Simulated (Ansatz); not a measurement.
Geometry relaxation of C (part 1 of 5)

- system: C (slab, 11 atoms in the cell)
- method: DFT PBEsol, scalar-relativistic, plane waves, PAW, spin-polarised (Ansatz 0.2.0)

The structure derives from an entry of the Crystallography Open Database. The input holds or restrains some coordinates. Forces given for the steps count only the free coordinates. It belongs to a series of runs on one base structure; here: C put at a bridge C-C site. Figures and captions count atoms from 1; the log counts them from 0 in places.

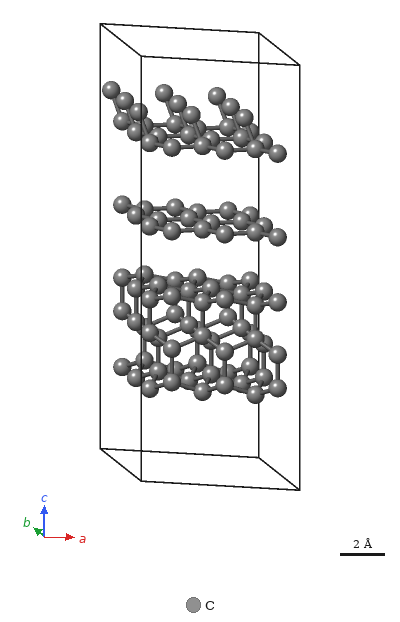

Figure 1. The structure as given in the input (ball-and-stick view of the 3 × 3 repeat of the cell, with the vacuum cut short, seen slightly off an axis). An atom can appear more than once, as a periodic image.

Input:
```yaml
crystal:
  lattice:
    - [2.4988149646, 0.0, 0.0]
    - [-1.2494074823, 2.1640372387, 0.0]
    - [0.0, 0.0, 27.8442861297]
  atoms:
    - { symbol: C, position: [0.3333333333, 0.6666666667, 0.305269094] }
    - { symbol: C, position: [0.6666666667, 0.3333333333, 0.3240382866] }
    - { symbol: C, position: [0.6666666667, 0.3333333333, 0.3799852433] }
    - { symbol: C, position: [0.3333333333, 0.6666666667, 0.3987544359] }
    - { symbol: C, position: [0.3333333333, 0.6666666667, 0.4547013926] }
    - { symbol: C, position: [0.6666666667, 0.3333333333, 0.4675208843] }
    - { symbol: C, position: [0.6666666667, 0.3333333333, 0.5763587933] }
    - { symbol: C, position: [0.3333333333, 0.6666666667, 0.5766710011] }
    - { symbol: C, position: [0.3333333333, 0.6666666667, 0.7160442768] }
    - { symbol: C, position: [0.6666666667, 0.3333333333, 0.7160459545] }
    - { symbol: C, position: [0.1666666667, -0.1666666667, 0.7641707294], spin: 2.0 }
basis:
  ecutwfc: 420
kpoints:
  mp_grid: { grid: [12, 12, 1] }
hamiltonian:
  xc: pbesol
scf:
  occupations: { method: gaussian, width: 0.05 }
output:
  forces: true
  eigenvalues: true
  populations: true
  write_density: true
  write_potential: true
  elf: true
  volumetric_format: npy
magnetization:
  spin_polarized: true
relax:
  adjacent_minimum: "off"
  f_tol: 0.03
  max_steps: 70
  constraints: [{ sites: [0, 1, 2, 3, 4] }]
efield:
  axis: 3
  dipole_correction: true
  ramp_width: 0.04
```

Launch command:
```bash
ansatz run input.yaml --threads 2 --pin off --max-ram 5120MiB --backend cpu --events-out ev --progress --plain --runs-dir out
```

Log:
```
Engine: ansatz 0.2.0, x86_64-unknown-linux-gnu
Pseudopotentials: kind: paw
Pseudopotential: C, paw, valence charge 4, recommended cutoff 420 eV (normal), C.paw.azcp
Functional definition: PBEsol
  exchange = pbesol_x
  correlation = pbesol_c
Crystal: 11 atoms, lattice volume = 150.569 Å³
Basis set: ecut = 420 eV, 2883 PW (Γ), exchange–correlation on 36×36×384 points (8 copies of the dense FFT grid, shifted against one another)
Bands: 34, of which v1, the nominal top of the filled ones, is band 22 counted from 1 (21 counted from 0)
Symmetry: 2 space group operations
k-points: 43 of 144 (time reversal used)
Non-local potential: C, projectors of the file, l = 0: 2, l = 1: 2, l = 2: 1
PAW form: soft (Blöchl's): semilocal exchange-correlation on the pseudo side does not see the compensation charge
PAW frozen core: C, regenerated for the run's functional, and the local potential with it (the file was generated under x = pbe(κ = 0.804, μ = 0.2195149727645171), c = pbe(β = 0.06672455060314922))
PAW one-centre angular grid: C, 110 points (default); XC on 64 Gauss nodes
Initial density: superposition of atomic densities (neutral atoms: chi_scale 0, normalization atom)
Starting moments: Σ|m| = 2 μB on 1 of 11 sites
Initial wavefunctions: pseudopotential atomic-orbital guess
Functional: x = pbesol(κ = 0.804, μ = 0.12345679012345678), c = pbesol(β = 0.046)
```
